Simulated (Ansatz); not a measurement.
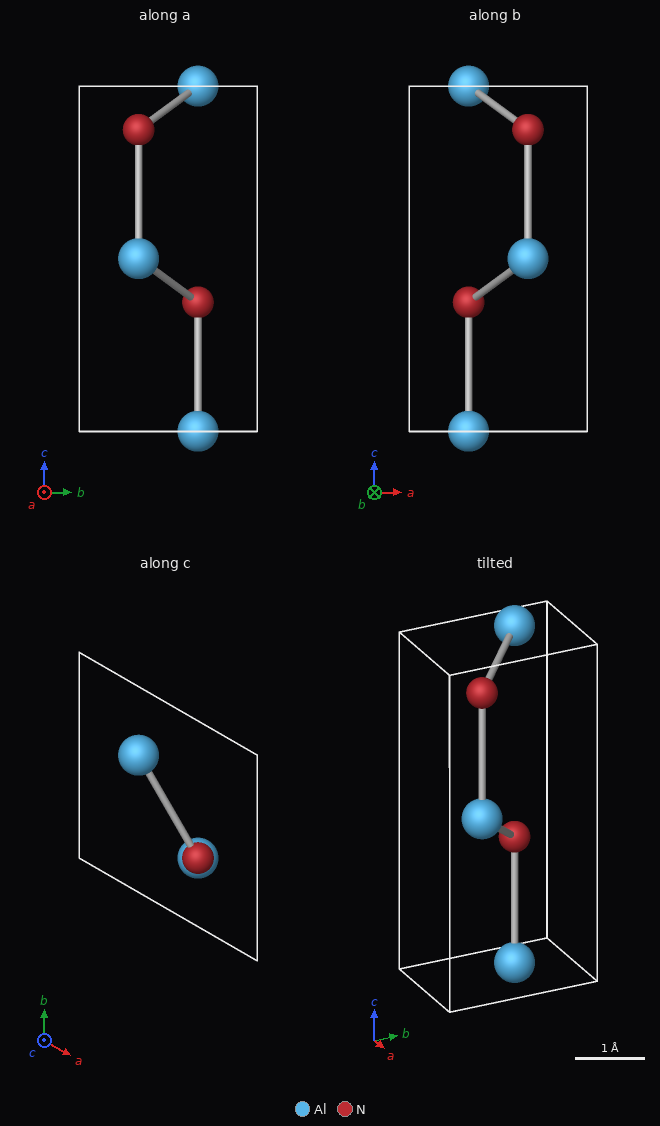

Ball-and-stick drawing of the structure, looking along the a axis, along the b axis, along the c axis and slightly off an axis. One conventional unit cell is outlined, and atoms on its boundary appear in each equivalent place.

Lattice parameters: a = 3.013 Å, b = 3.013 Å, c = 5.055 Å, α = 90.00°, β = 90.00°, γ = 120.00°.

Reconstruct the structure as a table of Wyckoff sites.

Space group P6_3mc (No. 186).
```json
{"atom": "Al", "site": "2b", "x": "0.3333", "y": "0.6667", "z": "0.0007"}
{"atom": "N", "site": "2b", "x": "0.3333", "y": "0.6667", "z": "0.3743"}
```

Origin of the cell: a structure type filled with these elements by a generator (whether the compound takes this form wasn't checked). The cell was then strained or its atoms displaced on purpose. It went into a calculation with Ansatz.

At this level of theory the cell isn't at rest (compressed, at 10 GPa), so its distances can differ from those at equilibrium, the more so the softer the solid.
